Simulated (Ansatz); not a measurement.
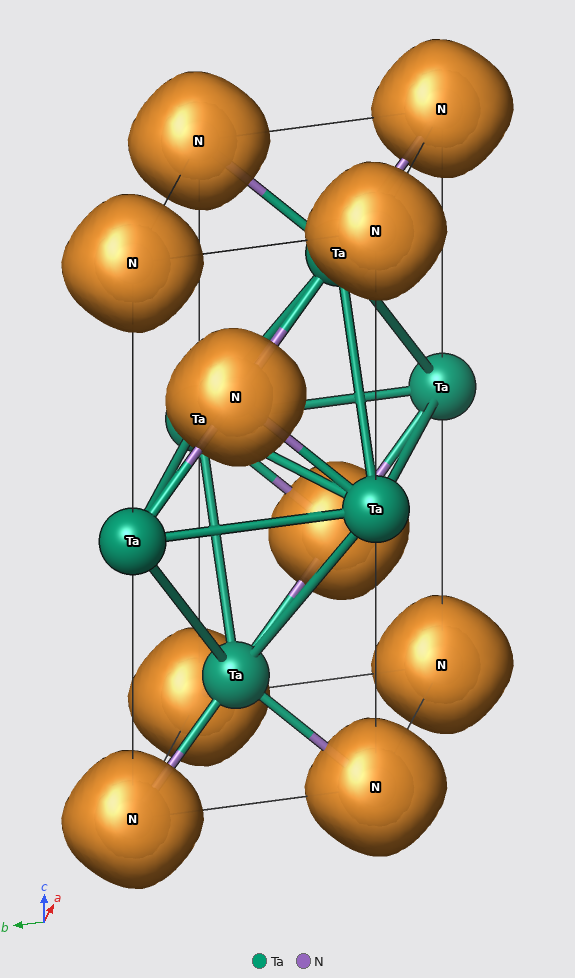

Figure 1: TaN. Isosurface of the electron localisation function at 0.7 (orange), seen at an oblique angle. Core shells and regions of very low density are left out. Sticks mark near contacts.

Space group R-3m; changed on purpose from its base cell (equal xy, yz and zx shear strains of +3 %, PAW files); computed pressure about 15 GPa in this cell.

The calculation used DFT, PBE, PAW with Ansatz's default frozen-core files, scalar-relativistic (Ansatz 0.2.0).

Core electrons are frozen (PAW), and the valence fields are smoothed inside the atomic spheres.

Q: Where are the electrons localised?

A: At this value the surface marks out three regions wrapped around N (the valence shell of each), counted in one cell of 6 atoms. Regions shared between cells count once. Profiles from the grid: Ta–N (2.18 Å): the ELF peaks at about 0.80 in the valence shell of N, 0.7 Å from its nucleus, and is about 0.15 at the midpoint; no localised pair shows between them. Ta–Ta (3.04 Å): the ELF is about 0.25 at the midpoint: no localised pair shows between them.
